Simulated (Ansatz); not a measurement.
# Random zinc-blende (Al, Ga, In)P solid solution (64 atoms) under strain, part 3 of 3

How stiff is random zinc-blende (Al, Ga, In)P solid solution (64 atoms), and how do its levels respond to strain?

Ansatz 0.2.0; Kohn-Sham DFT, LDA, PAW (set soft_1), plane waves.

The cell: 11 Ga, 32 P, 10 Al and 11 In. Only the Γ point is sampled.

So far. Step 10 (Stretched by 1 % along x): The relaxation converged after 2 steps, 3.0e-6 eV below its start, with a largest force component of 0.027 eV/Å. Step 10 (Stretched by 1 % along x): Stretched by 1 % along x: the energy stands 0.0536 eV above that of the reference, at a pressure of -0.829 GPa.

## 11. Compressed by 1 % along x

The relaxed cell is strained along x alone, which gives the stiffness along x and its coupling to y and z.

Input file input.yaml:

```yaml
crystal:
  lattice:
    - [11.01701, 0.00084, 0.00269]
    - [0.00083, 11.11734, 0.00214]
    - [0.00266, 0.00214, 11.10811]
  atoms:
    [... the 64 atom lines of step 4 ...]
kpoints:
  mp_grid: { grid: [1, 1, 1] }
hamiltonian:
  xc: lda
  pseudopotentials: { kind: paw, azcp: { folder: soft_1 }, xc_functional: pbe }
scf:
  occupations: { method: fermi_dirac, width: 0.05 }
output:
  forces: true
  eigenvalues: true
  stress: true
relax:
  f_tol: 0.05
  max_steps: 70
```

On the command line:

```console
> ansatz run input.yaml --threads 4 --pin off --max-ram 8192MiB --backend cpu --events-out ev --progress --plain --runs-dir out
```

Numbers of over 12 decimals in the logs are rounded to 6 here.

What it wrote:

```text
[...]
Crystal: 64 atoms, lattice volume = 1360.519 Å³
Basis set: ecut = 420 eV, 26641 PW (Γ)
Bands: 302, of which v1, the nominal top of the filled ones, is band 238 counted from 1 (237 counted from 0)
Symmetry: 1 space group operations
[...]
k-points: 1
[...]
SCF iter   1: F=—  HF=-129196.118507 eV  |F-HF|=—  |Δ(HF+E_count)|=         —  Δρ=4.32e-2  dr2=2.99e1  ethr=3.10e-3  ⟨swp⟩=8.0  Hψ=1476  notcnv=0  defer=17
[...]
SCF iter   7: F=—  HF=-129186.118548 eV  |F-HF|=—  |Δ(HF+E_count)|=   1.50e-4  Δρ=3.47e-5  dr2=3.32e-5  ethr=1.59e-7  ⟨swp⟩=2.0  Hψ=438  notcnv=0  defer=47
SCF iter   8: F=-129186.118550 eV  HF=-129186.118552 eV  |F-HF|=2.52e-6  |Δ(HF+E_count)|=   3.84e-6  Δρ=1.43e-5  dr2=4.51e-6  ethr=6.98e-9  ⟨swp⟩=23.0  Hψ=2244  notcnv=0
SCF 1 converged in 8 iterations: F = -129186.118550 eV  dr2 = 4.51e-6
[...]
relax step   1: F+E_penalty+E_count = -129186.11854972 eV  Δ(F+E_penalty+E_count) = +0.000e0 eV  max|allowed force component| = 2.413e-2 eV/Å  Δτ_max = 0.0000 Å  (8 SCF iters, dr2 threshold 6.25e-5 eV, accepted)
[...]
SCF iter   4: F=-129186.118553 eV  HF=-129186.118553 eV  |F-HF|=4.36e-8  |Δ(HF+E_count)|=   1.17e-7  Δρ=1.35e-6  dr2=3.64e-8  ethr=2.10e-11  ⟨swp⟩=5.0  Hψ=1118  notcnv=0
SCF 2 converged in 4 iterations: F = -129186.118553 eV  dr2 = 3.64e-8
relax step   2: F+E_penalty+E_count = -129186.11855291 eV  Δ(F+E_penalty+E_count) = -3.193e-6 eV  max|allowed force component| = 2.398e-2 eV/Å  Δτ_max = 0.0000 Å  (4 SCF iters, accepted)
SCF converged after 4 iterations
Free energy (F): -129186.118553 eV
[...]
Internal energy: -129186.118543 eV  (E = F + TS)
E sigma→0 (E₀):  -129186.118548 eV
Entropy (-TS):   -0.000010 eV (-0.000 meV/atom)
Fermi energy:    7.376178 eV
[...]
Σ components = -129186.118553   (vs F -129186.118553, Δ=0.00e0)
--- Forces (eV/Å), atoms counted from 1 ---
  atom   1  Ga    -0.01153051     0.01033345    -0.00330208
  atom   2  P      0.00034338    -0.00641882    -0.00444078
  atom   3  Al     0.00479166    -0.00373167    -0.00753658
  atom   4  P     -0.00217371    -0.00265823    -0.00240201
[...]
atom  64  P     -0.01059082     0.00294807     0.00076930
  max |Σ_I F_I| component: 6.45e-5 eV/Å
--- Stress (GPa, compression-positive) ---
        1.253866       0.000186       0.000563
        0.000186       0.661429       0.002642
        0.000563       0.002642       0.660231
  P = ⅓ Tr σ = 0.8585 GPa (8.585 kbar)
--- Band table (eV) ---
[...]
--- Relaxed structure (2 steps of the walk, 2 accepted, 0 SCFs on fresh bases) ---
  F+E_penalty+E_count = -129186.11855291 eV   max|allowed force component| = 2.398e-2 eV/Å
  atoms:
    - { symbol: Ga, position: [0.99719, 0.99717, 0.0043] }
    - { symbol: P, position: [0.117380, 0.117200, 0.13219] }
    - { symbol: Al, position: [0.994160, 0.245930, 0.249650] }
    - { symbol: P, position: [0.11985, 0.367310, 0.365310] }
[...]
- { symbol: P, position: [0.858830, 0.874140, 0.62332] }
```

Wall time 17 s (4 threads of Intel Xeon Platinum 8375C at 2.90GHz (Ice Lake), shared host); peak memory 1.5 GiB; 60 s of CPU time.

The relaxation converged after 2 steps, 3.0e-6 eV below its start, with a largest force component of 0.024 eV/Å.

Compressed by 1 % along x: the energy stands 0.0536 eV above that of the reference, at a pressure of 0.859 GPa.

## 12. Sheared by 2 % in xy

A shear of the relaxed cell gives the modulus that volume changes can't reach.

input.yaml, the sections that differ from step 11:

```yaml
crystal:
  lattice:
    - [11.1283, 0.11212, 0.00269]
    - [0.11201, 11.11735, 0.00214]
    - [0.00271, 0.00217, 11.10811]
  atoms:
    [... the 64 atom lines of step 4 ...]
# kpoints, hamiltonian, scf, output, relax: as in step 11
```

What it wrote:

```text
[...]
Crystal: 64 atoms, lattice volume = 1374.125 Å³
Basis set: ecut = 420 eV, 26879 PW (Γ)
Bands: 302, of which v1, the nominal top of the filled ones, is band 238 counted from 1 (237 counted from 0)
Symmetry: 1 space group operations
[...]
k-points: 1
[...]
SCF iter   1: F=—  HF=-129195.874212 eV  |F-HF|=—  |Δ(HF+E_count)|=         —  Δρ=4.28e-2  dr2=2.96e1  ethr=3.10e-3  ⟨swp⟩=8.0  Hψ=1475  notcnv=0  defer=14
[...]
SCF iter   8: F=-129186.026093 eV  HF=-129186.026096 eV  |F-HF|=2.64e-6  |Δ(HF+E_count)|=   4.22e-6  Δρ=1.42e-5  dr2=4.75e-6  ethr=6.97e-9  ⟨swp⟩=23.0  Hψ=2172  notcnv=0
SCF 1 converged in 8 iterations: F = -129186.026093 eV  dr2 = 4.75e-6
[...]
relax step   1: F+E_penalty+E_count = -129186.02609289 eV  Δ(F+E_penalty+E_count) = +0.000e0 eV  max|allowed force component| = 2.093e-1 eV/Å  Δτ_max = 0.0000 Å  (8 SCF iters, dr2 threshold 6.25e-5 eV, accepted)
[...]
relax step   2: F+E_penalty+E_count = -129186.06704825 eV  Δ(F+E_penalty+E_count) = -4.096e-2 eV  max|allowed force component| = 7.681e-2 eV/Å  Δτ_max = 0.0161 Å  (5 SCF iters, dr2 threshold 2.74e-6 eV, accepted)
[...]
relax step   3: F+E_penalty+E_count = -129186.07127687 eV  Δ(F+E_penalty+E_count) = -4.229e-3 eV  max|allowed force component| = 2.222e-2 eV/Å  Δτ_max = 0.0091 Å  (6 SCF iters, accepted)
SCF converged after 6 iterations
Free energy (F): -129186.071277 eV
[...]
Internal energy: -129186.071265 eV  (E = F + TS)
E sigma→0 (E₀):  -129186.071271 eV
Entropy (-TS):   -0.000012 eV (-0.000 meV/atom)
Fermi energy:    7.264901 eV
[...]
--- Forces (eV/Å), atoms counted from 1 ---
  atom   1  Ga     0.01461580    -0.00712186    -0.01033684
  atom   2  P      0.00334417     0.00576157     0.00120180
  atom   3  Al     0.00250545     0.00930529    -0.01677809
  atom   4  P      0.00274425     0.00279449     0.00004254
  atom   5  Al     0.00441293     0.00969267    -0.00701468
  atom   6  P      0.01048026    -0.00230467     0.00164217
  atom   7  In    -0.00038657    -0.00421610     0.00828073
  atom   8  P     -0.00237602    -0.00512657    -0.00105346
  atom   9  In     0.00195118    -0.00164169     0.00860734
  atom  10  P     -0.00402450     0.00995329     0.00058557
  atom  11  Al     0.00007728    -0.00063435    -0.01192682
  atom  12  P      0.00007421     0.00152672    -0.00058230
  atom  13  In    -0.00439880     0.00081475     0.01153784
  atom  14  P     -0.00271128    -0.00765824     0.00509754
[...]
atom  63  Ga    -0.00671985     0.01022296    -0.00978340
  atom  64  P     -0.00439074     0.00978880     0.00273105
  max |Σ_I F_I| component: 1.28e-4 eV/Å
--- Stress (GPa, compression-positive) ---
        0.004851      -1.164467       0.002252
       -1.164466       0.003501       0.002231
        0.002252       0.002231      -0.011512
  P = ⅓ Tr σ = -0.0011 GPa (-0.011 kbar)
--- Band table (eV) ---
[...]
--- Relaxed structure (3 steps of the walk, 3 accepted, 0 SCFs on fresh bases) ---
  F+E_penalty+E_count = -129186.07127687 eV   max|allowed force component| = 2.222e-2 eV/Å
  atoms:
    - { symbol: Ga, position: [0.996292, 0.996970, 0.00482952] }
    - { symbol: P, position: [0.116840, 0.116992, 0.131066] }
    - { symbol: Al, position: [0.994084, 0.245557, 0.250590] }
    - { symbol: P, position: [0.119798, 0.367230, 0.364387] }
[...]
- { symbol: P, position: [0.858998, 0.873713, 0.622557] }
```

Elapsed: 24 s, on 4 threads; peak memory 1.5 GiB.

The relaxation converged after 3 steps, 0.0452 eV below its start, with a largest force component of 0.022 eV/Å.

Sheared by 2 % in xy: the energy stands 0.101 eV above that of the reference, at a pressure of -0.00105 GPa.

## 13. Pressure against volume

Atoms are relaxed at each volume, in the scaled cell.

```tsv
volume change (%)	volume (Å³/atom)	energy change (meV/atom)	pressure (GPa)	largest move on relaxing (Å)	bonds	gap (eV)
-10	19.326	67.38	11.04	0.02	128	1.17
-6	20.184	22.45	5.91	0.01	128	1.26
-3	20.829	5.35	2.73	0.00	128	1.32
+0	21.473	0.00	0.00	-	128	1.36
+3	22.117	4.84	-2.33	0.00	128	1.32
+6	22.761	18.20	-4.28	0.01	128	1.16
```

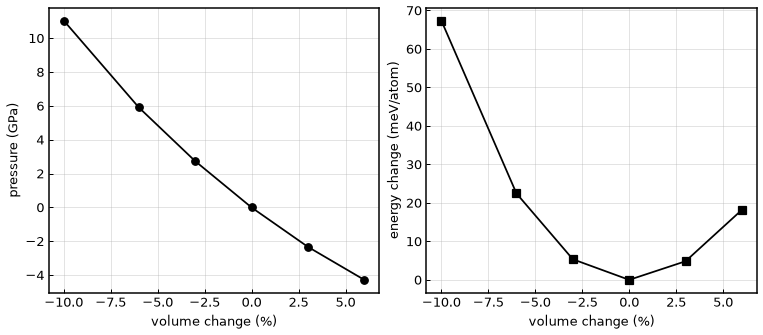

Pressure and energy against volume.

## 14. Uniaxial strain and shear

Stress (GPa, compression positive) less that of the relaxed cell, atoms relaxed:

```tsv
strain	xx	yy	zz	xy	energy change (meV/atom)
stretched by 1 % along x	-1.237	-0.619	-0.618	0.001	0.84
compressed by 1 % along x	1.258	0.666	0.665	-0.001	0.84
sheared by 2 % in xy	0.009	0.008	-0.007	-1.165	1.58
```

## 15. Outcome

The bulk modulus, from the slope of pressure against ln V over the three points nearest the relaxed volume, is 84.5 GPa; a quadratic over all points gives a pressure derivative of about 4.6. The gap goes from 1.17 eV at the smallest volume to 1.16 eV at the largest, not monotonically (lowest 1.16, highest 1.36 eV), on the run's k-points. In the Cartesian axes of the cell, finite differences give C11 = 125, C12 = 64.3, C13 = 64.1 and C66 = 58.3 GPa (the shear of 2 % is the engineering strain, εxy = 0.01). The mean of C11, C12 and C13, which equals the bulk modulus in a cubic or isotropic solid, is 84.4 GPa: it agrees with the bulk modulus within 10 %.

**Limits.** Strains are finite and relaxations stop at the force tolerance of the input, which can leave moduli too stiff; they are those of a static cell at zero temperature. Volumes are changed with the cell's shape held, so in an anisotropic solid the modulus lies over the one under free hydrostatic load. The program notes that the SCF threshold of the relaxations is loose for the stress. The host structure and its lattice constant were typed by rule, without a check against the phase diagram.

The DFT runs together took 3.6 min of wall time.

[Logs are printed without paths, hosts, clocks, repeated set-up lines and the standing remarks that a program may print on its own settings, such as how far it seeks lower states.]

[Hosts, paths, dates, database ids (printed as entryN), source tags and the programs' standing remarks are cut or masked in the printed files.]
